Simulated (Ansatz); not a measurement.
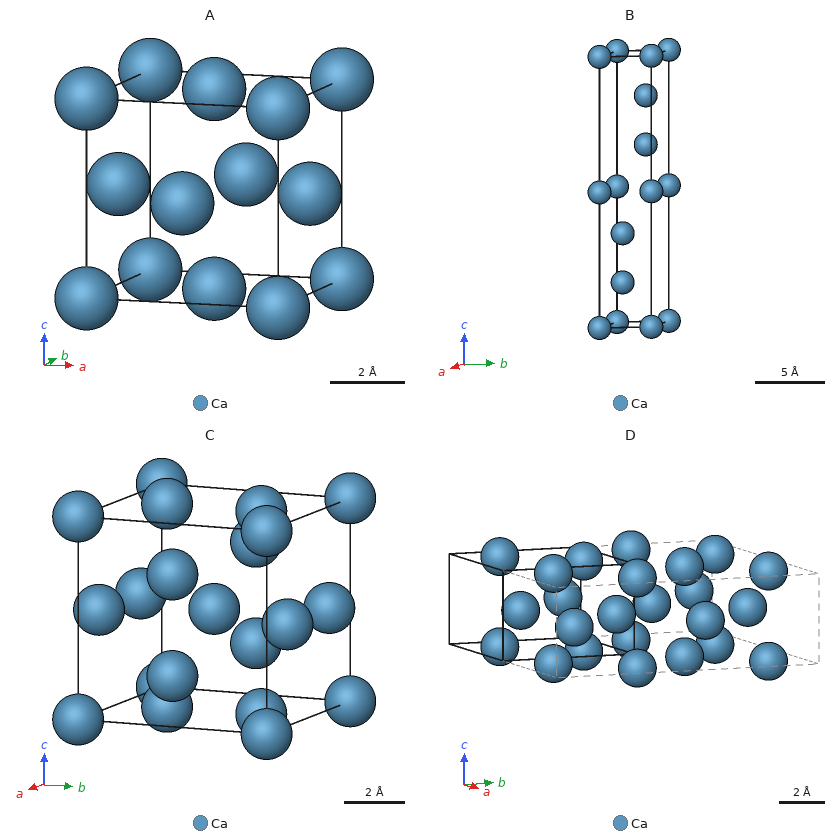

Four structures of Ca, each relaxed to rest (conventional cells in solid outline, small ones repeated, each panel with its own scale). Method: DFT PBE, scalar-relativistic, plane waves, PAW in Ansatz 0.2.0, without spin polarisation.

> Name the structure in each panel.

A: face-centred cubic (Cu type), Fm-3m; B: 6 atoms a cell on a primitive hexagonal lattice, P6_3/mmc; C: β-tungsten (A15) type, Pm-3n; D: 4 atoms a cell on a primitive tetragonal lattice, P4_2/mnm.

> Rank them by energy, lowest first.

A, then D (+14 meV/atom), C (+40 meV/atom) and B (+80 meV/atom), energies at zero smearing.

> Collect the results in a table.

| panel | structure | E − E(lowest) (meV/atom) | volume (Å³/atom) | gap (eV) |
| --- | --- | --- | --- | --- |
| A | Fm-3m | 0 | 42.2 | metal |
| D | P4_2/mnm | 14 | 42.2 | metal |
| C | Pm-3n | 40 | 42.5 | metal |
| B | P6_3/mmc | 80 | 42.9 | metal |

Some of these may be structure types tried for this composition rather than known phases, and the most stable form need not be among them. Gaps are taken on the k-mesh or band path of each run.
